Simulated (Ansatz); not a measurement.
**C: 5 runs along one coordinate**

System: C (P6₃/mmc, 4 atoms in the cell).
Method: DFT, BLYP, plane waves (420 eV) with PAW, scalar-relativistic, no spin polarisation (Ansatz 0.2.0).

The 5 runs differ only in the geometry, by an even scaling of the cell at fixed fractional positions.

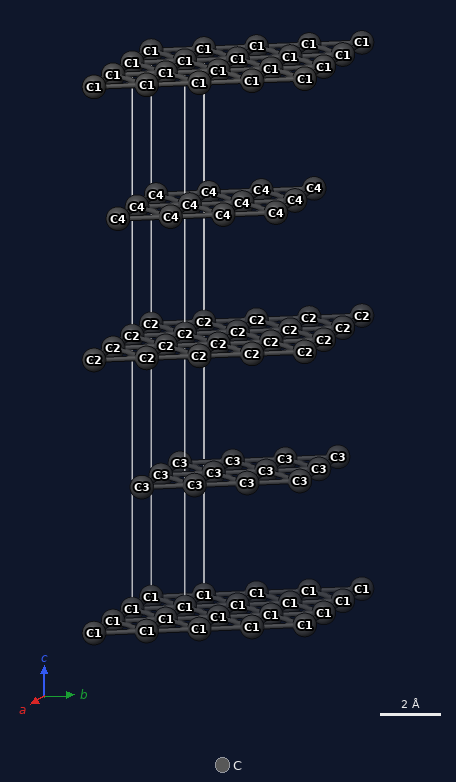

Figure 1. The structure of run 3 (ball-and-stick view of the cell of the calculation, repeated 3 × 4 × 1, seen slightly off an axis; atoms are numbered from 1 in the order of the input).

**Input of run 3**
```yaml
crystal:
  lattice:
    - [1.8037670933, 0.0, 0.0]
    - [-0.9018835467, 1.5621081254, 0.0]
    - [0.0, 0.0, 19.0444308551]
  atoms:
    - { symbol: C, position: [0.0, 1.0, 1.0] }
    - { symbol: C, position: [0.0, 1.0, 0.5] }
    - { symbol: C, position: [0.3333333333, 0.6666666667, 0.25] }
    - { symbol: C, position: [0.6666666667, 0.3333333333, 0.75] }
hamiltonian:
  xc: blyp
  pseudopotentials:
    kind: paw
    azcp:
      C: "pseudopotentials/C.paw.azcp"
basis:
  ecutwfc: 420
  fft_grid_basis: typed
kpoints:
  mp_grid: { grid: [22, 22, 2], shift: [0, 0, 0] }
magnetization:
  spin_polarized: false
scf:
  occupations: { method: fermi_dirac, width: 0.1 }
  lower_state_search: "off"
output:
  stress: true
```

Run 4 differs from it as follows:
```diff
-    - [1.8037670933, 0.0, 0.0]
-    - [-0.9018835467, 1.5621081254, 0.0]
-    - [0.0, 0.0, 19.0444308551]
+    - [1.8506390058, 0.0, 0.0]
+    - [-0.9253195029, 1.6027003923, 0.0]
+    - [0.0, 0.0, 19.5393112082]
```

**Results, with one run withheld**

| run | volume per atom (Å³) | free energy per atom, from the lowest run given (meV) | pressure (GPa) |
| --- | --- | --- | --- |
| 1 | 12.342 | 4.71 | 2.61 |
| 2 | 12.879 | 0.00 | 0.52 |
| 3 | 13.415 | 0.30 | −0.67 |
| 4 | 14.488 | ? | ? |
| 5 | 15.025 | 25.41 | −4.10 |

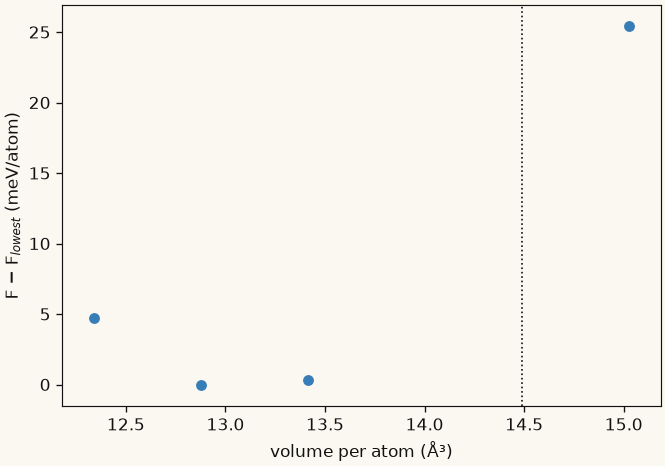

Figure 2. Free energy per atom of the runs given; the dotted line marks run 4.

What should run 4 give?

A quadratic polynomial in V^(−2/3) (the Birch–Murnaghan form), fitted to the 4 runs given, misses them by at most 0.14 meV per atom. With x = V^(−2/3) − 0.17765 Å⁻², it reads F = 0.10221 − 502.92 x + 1.0301e+05 x² (meV per atom). At run 4 it gives 13.89 meV per atom, and the run itself gives 13.07. The slope of the fit gives a pressure −dF/dV of −3.02 GPa there, and the run prints −3.22 GPa. The two needn't agree exactly: the fit is approximate, and the printed stress is taken on a finite basis. The fit has its minimum at 13.085 Å³ per atom, where V d²F/dV² gives 36.4 GPa. Cell shape and fractional positions are held, so this is the stiffness under even scaling; the relaxed bulk modulus wasn't computed. So low a polynomial doesn't follow these energies more closely.

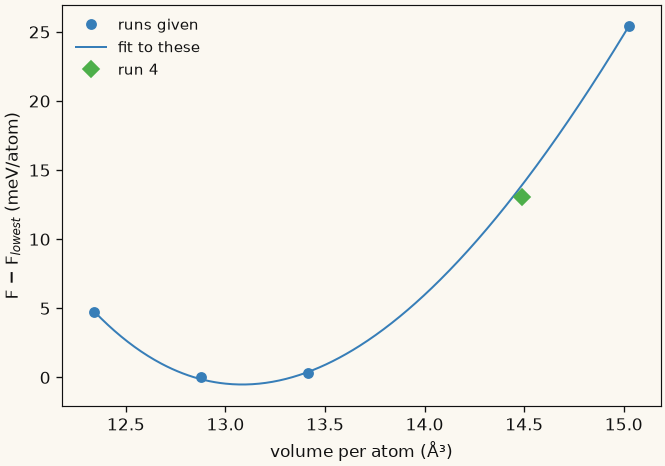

Figure 3. The fit and the withheld run.

**Output, shortened to warnings, some set-up lines, iterations and results (run 4)**
```
Basis set: ecut = 420 eV, 1115 PW (Γ), exchange–correlation on 30×30×270 points (8 copies of the dense FFT grid, shifted against one another)
Symmetry: 24 space group operations
k-points: 104 of 968
Initial density: superposition of atomic densities (neutral atoms: chi_scale 0, normalization atom), corrected by the library's trained network
[...]
SCF iter   1: F=—  HF=-990.561148 eV  |F-HF|=—  |Δ(HF+E_count)|=         —  Δρ=1.05e-2  dr2=4.48e-2  ethr=1.77e-3  ⟨swp⟩=5.0  Hψ=15445  notcnv=0
SCF iter   2: F=—  HF=-990.542120 eV  |F-HF|=—  |Δ(HF+E_count)|=   1.90e-2  Δρ=1.60e-3  dr2=6.56e-4  ethr=2.80e-4  ⟨swp⟩=2.5  Hψ=3768  notcnv=0  defer=162
SCF iter   3: F=—  HF=-990.543114 eV  |F-HF|=—  |Δ(HF+E_count)|=   9.94e-4  Δρ=2.09e-4  dr2=3.10e-5  ethr=4.10e-6  ⟨swp⟩=2.2  Hψ=2399  notcnv=0  defer=162
SCF iter   4: F=—  HF=-990.543125 eV  |F-HF|=—  |Δ(HF+E_count)|=   1.10e-5  Δρ=9.13e-6  dr2=1.82e-8  ethr=1.94e-7  ⟨swp⟩=2.6  Hψ=2418  notcnv=0  defer=162
SCF iter   5: F=-990.543125 eV  HF=-990.543125 eV  |F-HF|=5.52e-10  |Δ(HF+E_count)|=   1.19e-7  Δρ=1.26e-6  dr2=6.29e-10  ethr=1.14e-10  ⟨swp⟩=2.2  Hψ=2448  notcnv=0  …
SCF iter   6: F=-990.543125 eV  HF=-990.543125 eV  |F-HF|=8.20e-11  |Δ(HF+E_count)|=  6.87e-10  Δρ=1.36e-7  dr2=6.70e-12  ethr=3.93e-12  ⟨swp⟩=1.0  Hψ=4508  notcnv=0
SCF 1 converged in 6 iterations: F = -990.543125 eV  dr2 = 6.70e-12
SCF converged after 6 iterations
Free energy (F): -990.543125 eV
Harris-Foulkes:  -990.543125 eV  (|F-HF|=8.20e-11)
Internal energy: -990.477124 eV  (E = F + TS)
E sigma→0 (E₀):  -990.510124 eV
Entropy (-TS):   -0.066001 eV (-16.500 meV/atom)
Fermi energy:    2.793409 eV
--- Per-component energies (eV) ---
  E_band       = -74.601098
  E_kinetic    = 322.351727
  E_local      = -920.414481  (includes V_loc(G=0)·N_el)
  E_nonlocal   = 114.877377
  E_hartree    = 325.266929
  E_xc         = -180.228897
  E_vxc        = -221.724462  (∫ρ·V_xc dr)
  E_paw        = -397.945108  (= ΣΔE_a)
  E_vpaw       = -20.225119  (= ΣTr[D̂ρ^β])
  E_aug_tail   = 0.000013  (compensation charges beyond the density's cutoff)
  E_ewald      = -254.391300
  E_core_change = 0.006618  (= ΣΔE_core)
  E_smearing   = -0.066001  (= −TS)
  E_closure    = 0.000000  (closes the sum)
  Σ components = -990.543125   (vs F -990.543125, Δ=0.00e0)
--- Stress (GPa, compression-positive) ---
       -4.917082       0.000000       0.000000
       -0.000000      -4.917082       0.000000
        0.000000       0.000000       0.181875
  P = ⅓ Tr σ = -3.2174 GPa (-32.174 kbar)
```
